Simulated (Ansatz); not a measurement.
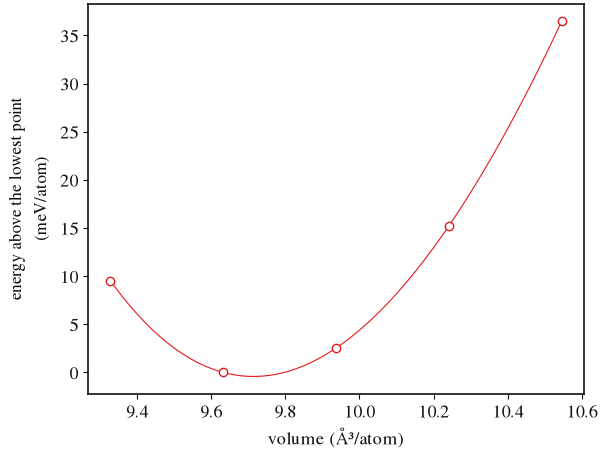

The figure shows the energy above the lowest point against volume for ZnO, space group Fm-3m (No. 225) (one of a set of cubic test structures, which need not be the stable phase).

Computed with Ansatz 0.2.0 development build: equation of state of a cubic crystal from periodic Kohn-Sham density functional theory without spin, third-order Birch-Murnaghan fit to the free energies; pressure corrected for the finite basis. Level: r2SCAN.

```json
{"setting": "structure type", "value": "rock salt"}
{"setting": "atoms in cell", "value": "2"}
{"setting": "space group number", "value": "225"}
{"setting": "lattice centring", "value": "face-centred primitive"}
{"setting": "k mesh", "value": "13×13×13"}
{"setting": "occupation method", "value": "Fermi–Dirac"}
{"setting": "occupation width", "value": "0.1 eV"}
{"setting": "wave cutoff", "value": "1050 eV"}
{"setting": "datasets", "value": "hand-made PAW"}
{"setting": "density tolerance", "value": "1e-09 eV"}
{"setting": "bands", "value": "17"}
{"setting": "density cutoff ratio", "value": "5"}
{"setting": "search for lower states", "value": "default"}
{"setting": "xc grid level", "value": "2"}
```

> What equilibrium volume and bulk modulus follow from the curve?

A third-order Birch–Murnaghan fit gives V0 = 9.71 Å³/atom, B0 = 193 GPa and B′ = 4.5.

Keep in mind: cubic model structure, not the ambient form.

The computed values:

```csv
volume (Å³/atom),energy above the lowest point (meV/atom)
9.33,9.5
9.63,0.0
9.94,2.5
10.24,15.2
10.55,36.4
```
